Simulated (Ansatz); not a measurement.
Band edges of MgSe (space group Fm-3m, No. 225).

The calculation's input:

```yaml
crystal:
  lattice:
    - [0.0, 2.7255, 2.7255]
    - [2.7255, 0.0, 2.7255]
    - [2.7255, 2.7255, 0.0]
  atoms:
    - { symbol: Mg, position: [0.0, 0.0, 0.0] }
    - { symbol: Se, position: [0.5, 0.5, 0.5] }
basis:
  ecutwfc: 420
kpoints:
  mp_grid: { grid: [12, 12, 12] }
hamiltonian:
  xc: pbe
scf:
  occupations: { method: gaussian, width: 0.05 }
output:
  forces: true
  eigenvalues: true
  eigenstates:
    nscf_kmesh: { grid: [34, 34, 34] }
    top_band: c6
    de_dk: true
    localisation: true
  stress: true
checkpoint:
  write: ck
  compress: false
  write_wavefunctions: false
  write_every: 100000
```

Launched as:

```sh
ansatz run input.yaml --threads 1 --pin off --max-ram 3072MiB --backend cpu --events-out ev --progress --plain --runs-dir out
```

The program printed:

```
Warning: RAYON_NUM_THREADS=1 ignored (pool sized by the plan → 1); use --threads N
Engine: ansatz 0.2.0, aarch64-unknown-linux-gnu
Pseudopotentials: kind: paw
Pseudopotential: Mg, paw, valence charge 10, recommended cutoff 420 eV (normal), Mg.paw.azcp
Pseudopotential: Se, paw, valence charge 16, recommended cutoff 420 eV (normal), Se.paw.azcp
Functional definition: PBE
  parameter kappa = 0.804
  parameter beta = 0.06672455060314922
  exchange = pbe_x(kappa = kappa, mu = beta*pi^2/3)
  correlation = pbe_c(beta = beta)
Crystal: 2 atoms, lattice volume = 40.492 Å³
Basis set: ecut = 420 eV, 749 PW (Γ), exchange–correlation on 54×54×54 points (8 copies of the dense FFT grid, shifted against one another)
Bands: 17, of which v1, the nominal top of the filled ones, is band 13 counted from 1 (12 counted from 0)
Symmetry: 48 space group operations
Space group: Fm-3m (ITA 225), of the structure as read, at distance tolerance 3.4e-5 Å
k-points: 72 of 1728
Non-local potential: Mg, projectors of the file, l = 0: 3, l = 1: 2, l = 2: 1
Non-local potential: Se, projectors of the file, l = 0: 2, l = 1: 2, l = 2: 3, l = 3: 1
PAW form: soft (Blöchl's): semilocal exchange-correlation on the pseudo side does not see the compensation charge
PAW one-centre angular grid: Mg, 110 points (default); XC on 64 Gauss nodes
PAW one-centre angular grid: Se, 590 points (default); XC on 64 Gauss nodes
Initial density: superposition of atomic densities (neutral atoms: chi_scale 0, normalization atom), corrected by the library's trained network
Initial wavefunctions: pseudopotential atomic-orbital guess
Functional: x = pbe(κ = 0.804, μ = 0.2195149727645171), c = pbe(β = 0.06672455060314922)
SCF iter   1: F=—  HF=-7395.356505 eV  |F-HF|=—  |Δ(HF+E_count)|=         —  Δρ=7.49e-4  dr2=2.68e-4  ethr=1.77e-3  ⟨swp⟩=5.8  Hψ=5939  notcnv=0
SCF iter   2: F=—  HF=-7395.355905 eV  |F-HF|=—  |Δ(HF+E_count)|=   6.00e-4  Δρ=5.08e-4  dr2=1.56e-4  ethr=1.03e-6  ⟨swp⟩=2.6  Hψ=2497  notcnv=0
SCF iter   3: F=—  HF=-7395.355966 eV  |F-HF|=—  |Δ(HF+E_count)|=   6.05e-5  Δρ=5.12e-4  dr2=1.59e-4  ethr=6.01e-7  ⟨swp⟩=2.0  Hψ=2088  notcnv=0
SCF iter   4: F=—  HF=-7395.355891 eV  |F-HF|=—  |Δ(HF+E_count)|=   7.46e-5  Δρ=1.35e-4  dr2=8.97e-6  ethr=6.01e-7  ⟨swp⟩=3.0  Hψ=1900  notcnv=0
SCF iter   5: F=—  HF=-7395.355903 eV  |F-HF|=—  |Δ(HF+E_count)|=   1.20e-5  Δρ=1.67e-5  dr2=1.32e-7  ethr=3.45e-8  ⟨swp⟩=2.0  Hψ=1505  notcnv=0
SCF iter   6: F=—  HF=-7395.355902 eV  |F-HF|=—  |Δ(HF+E_count)|=   1.20e-6  Δρ=1.18e-6  dr2=5.67e-10  ethr=5.07e-10  ⟨swp⟩=2.0  Hψ=1550  notcnv=0
SCF iter   7: F=—  HF=-7395.355902 eV  |F-HF|=—  |Δ(HF+E_count)|=  6.68e-10  Δρ=1.88e-7  dr2=1.87e-11  ethr=2.18e-12  ⟨swp⟩=2.1  Hψ=1988  notcnv=0
SCF iter   8: F=-7395.355902 eV  HF=-7395.355902 eV  |F-HF|=9.09e-13  |Δ(HF+E_count)|=  3.64e-12  Δρ=5.42e-8  dr2=1.93e-12  ethr=1.00e-12  ⟨swp⟩=5.0  Hψ=4664  notcnv=0
SCF 1 converged in 8 iterations: F = -7395.355902 eV  dr2 = 1.93e-12
  greatest PAW one-centre occupation: 1.000 electrons in one spin orbital (limit 2), on the Mg atom at site 0 (counted from 0), in its partial waves of l = 0
NSCF: frozen V_eff on 1059 k-points
SCF converged after 8 iterations
Free energy (F): -7395.355902 eV
Harris-Foulkes:  -7395.355902 eV  (|F-HF|=9.09e-13)
Internal energy: -7395.355902 eV  (E = F + TS)
E sigma→0 (E₀):  -7395.355902 eV
Fermi energy:    8.677498 eV
--- Per-component energies (eV) ---
  E_band       = -700.576417
  E_kinetic    = 197.078273
  E_local      = -3822.634872  (includes V_loc(G=0)·N_el)
  E_nonlocal   = -501.521944
  E_hartree    = 1686.453082
  E_xc         = -134.855088
  E_vxc        = -137.821683  (∫ρ·V_xc dr)
  E_paw        = -2203.416868  (= ΣΔE_a)
  E_vpaw       = 191.418186  (= ΣTr[D̂ρ^β])
  E_aug_tail   = -0.000606  (compensation charges beyond the density's cutoff)
  E_ewald      = -2616.457878
  E_smearing   = -0.000000  (= −TS)
  E_closure    = 0.000000  (closes the sum)
  Σ components = -7395.355902   (vs F -7395.355902, Δ=0.00e0)
--- Forces (eV/Å), atoms counted from 1 ---
  atom   1  Mg    -0.00000000    -0.00000000     0.00000000
  atom   2  Se    -0.00000000    -0.00000000    -0.00000000
  max |Σ_I F_I| component: 1.38e-30 eV/Å
--- Stress (GPa, compression-positive) ---
        2.027356       0.000000       0.000000
       -0.000000       2.027356       0.000000
        0.000000       0.000000       2.027356
  P = ⅓ Tr σ = 2.0274 GPa (20.274 kbar)
--- Band table (eV; the first three rows and the last of 72) ---
  k-point 0: bands = ["-67.5759", "-38.4364", "-38.4364", "-38.4302", "-38.4302", "-38.4302", "-34.3284", "-34.3284", "-34.3284", "-5.1809", "7.7649", "7.7649", "7.7649", "10.3726", "15.1898", "15.1898", "15.1898"]
  k-point 1: bands = ["-67.5759", "-38.4365", "-38.4365", "-38.4302", "-38.4302", "-38.4302", "-34.3287", "-34.3284", "-34.3284", "-5.1208", "7.1221", "7.7179", "7.7179", "10.9184", "14.9805", "15.3226", "15.3226"]
  k-point 2: bands = ["-67.5758", "-38.4365", "-38.4365", "-38.4302", "-38.4301", "-38.4301", "-34.3293", "-34.3284", "-34.3284", "-4.9485", "5.9400", "7.5965", "7.5965", "11.6691", "14.9101", "15.3716", "15.3716"]
  k-point 71: bands = ["-67.5757", "-38.4365", "-38.4364", "-38.4299", "-38.4299", "-38.4295", "-34.3306", "-34.3306", "-34.3295", "-3.7040", "4.4544", "4.4544", "5.2187", "12.3210", "14.7672", "15.3426", "15.3426"]
--- Fermi surface from the table of eigenstates not read: on its mesh, or on one of the eight of every second point, the electrons fill whole bands (an insulator's do; a metal wants a denser output.eigenstates.nscf_kmesh) ---
```

Method: DFT PBE, scalar-relativistic, plane waves, PAW; levels and slopes on a dense k mesh at the converged density in Ansatz. No spin polarisation. The levels come from a k mesh of 34×34×34 points. The geometry was not relaxed.

Masses come from a second pass at points close to the extrema; at the energies drawn a band may no longer be parabolic.

The gap is indirect, 1.82 eV at this level of theory, which underestimates gaps and can reorder valleys that lie close.

Valence band: one maximum at Γ, three bands meeting there, with masses of 0.17 and 0.79 mₑ among them, each the same along x, y and z. Band 13 forms the valence edge; band 12 meets it there and band 11 meets it there.
Conduction band: three equivalent minima at X, principal masses 0.24, 0.24 and 0.48 mₑ; one minimum at Γ, 0.78 eV above the edge, mass 0.15 mₑ in all directions. Band 14 forms the conduction edge.

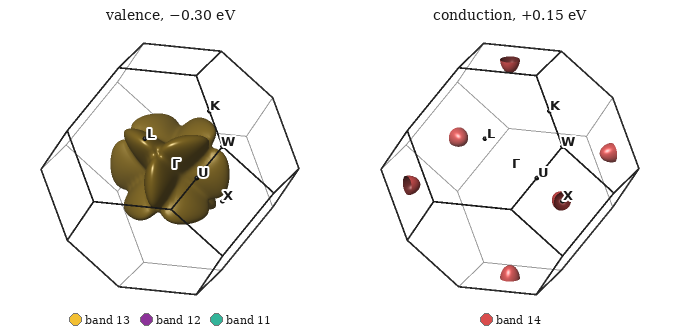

Constant-energy surfaces near the two band edges, measured from each edge.

Where one band's surface lies inside another's, the outer one hides all or part of it.

Spin-orbit coupling, left out here, can change the gap, its kind, the place of the band edges and the masses, since the compound holds Se.
